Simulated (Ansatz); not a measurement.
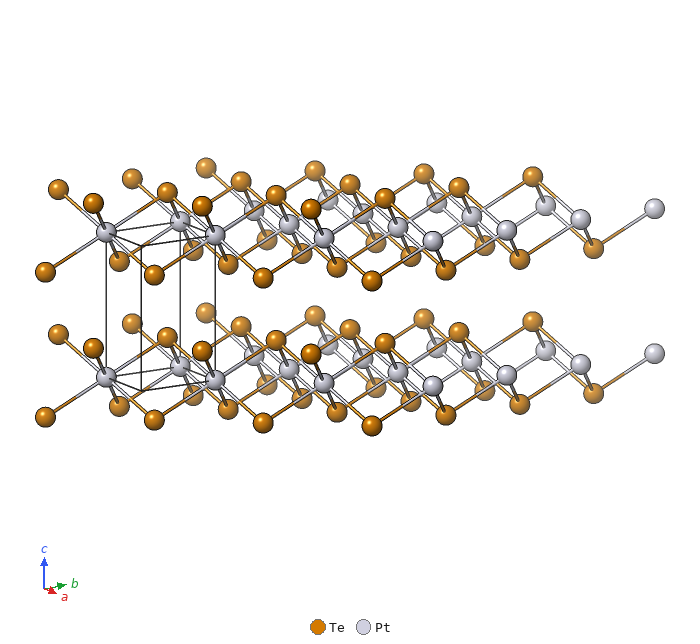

System Te2Pt (space group P-3m1, No. 164); source of the atomic positions: a calculation's input that goes back to an entry of the Crystallography Open Database (an earlier step may have relaxed or displaced it).

Bonds are taken as Pt–Te below 3 Å; no other contact counts. Atoms with one bond or none are removed and atoms with two bonds are replaced by edges, until no such atom is left.

What kind of net remains, and which atoms are its nodes?

A binodal (3,6)-connected, two-periodic (layers) net: Te is a 3-connected node; Pt is a 6-connected node, in the ratio 2:1.

Which named net is it?

It is the kgd net, known from the layers of CdI2 (1T type).

How do the layers lie?

The layers lie parallel to (001).

Give the first four terms of the coordination sequence (nodes one, two, three … edges away).

Te: 3, 12, 9, 24; Pt: 6, 6, 18, 12.

The simplified net, drawn on the atoms' positions. Nodes are coloured by element. One layer is drawn. Edges to nodes outside the piece are drawn as stubs.

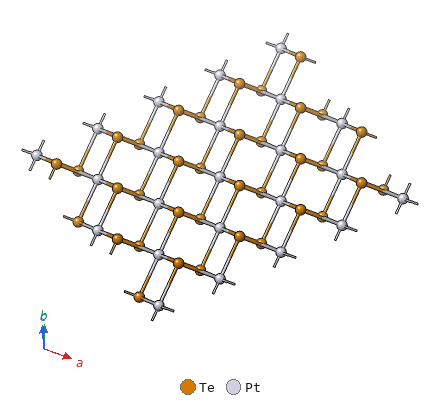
